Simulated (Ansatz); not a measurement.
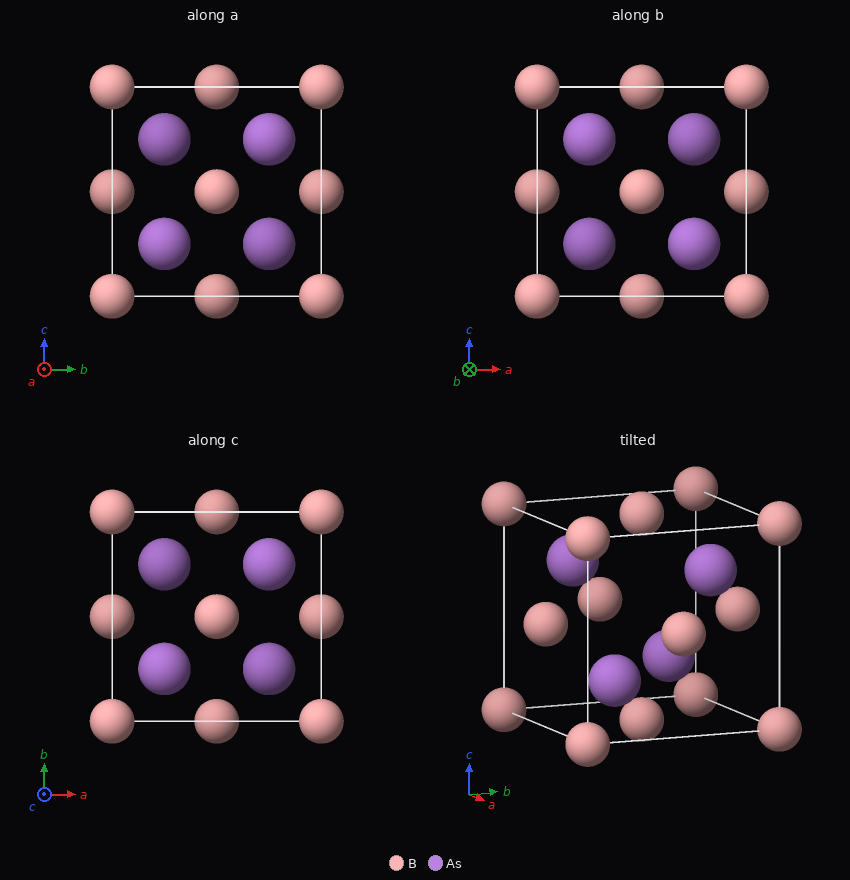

The structure above is drawn in spheres-only style and viewed along the a axis, along the b axis, along the c axis and slightly off an axis. The parallelepiped is the conventional unit cell.

Lattice parameters: a = 4.7837 Å, b = 4.7837 Å, c = 4.7837 Å, α = 90.000°, β = 90.000°, γ = 90.000°.

### Reconstruct the structure as a CIF with its space group and independent sites.

```cif
data_structure
_symmetry_space_group_name_H-M 'F -4 3 m'
_symmetry_Int_Tables_number 216
_cell_length_a 4.7837
_cell_length_b 4.7837
_cell_length_c 4.7837
_cell_angle_alpha 90.000
_cell_angle_beta 90.000
_cell_angle_gamma 90.000
_cell_volume 109.47
loop_
_atom_site_label
_atom_site_type_symbol
_atom_site_symmetry_multiplicity
_atom_site_Wyckoff_symbol
_atom_site_fract_x
_atom_site_fract_y
_atom_site_fract_z
_atom_site_occupancy
B1 B 4 a 0.0000 0.0000 0.0000 1
As1 As 4 d 0.2500 0.2500 0.7500 1
```

Provenance: a structure type filled with these elements by a generator (whether the compound takes this form wasn't checked). Earlier steps of the study may have refined or changed the cell and positions. It was the input of a calculation with Ansatz.
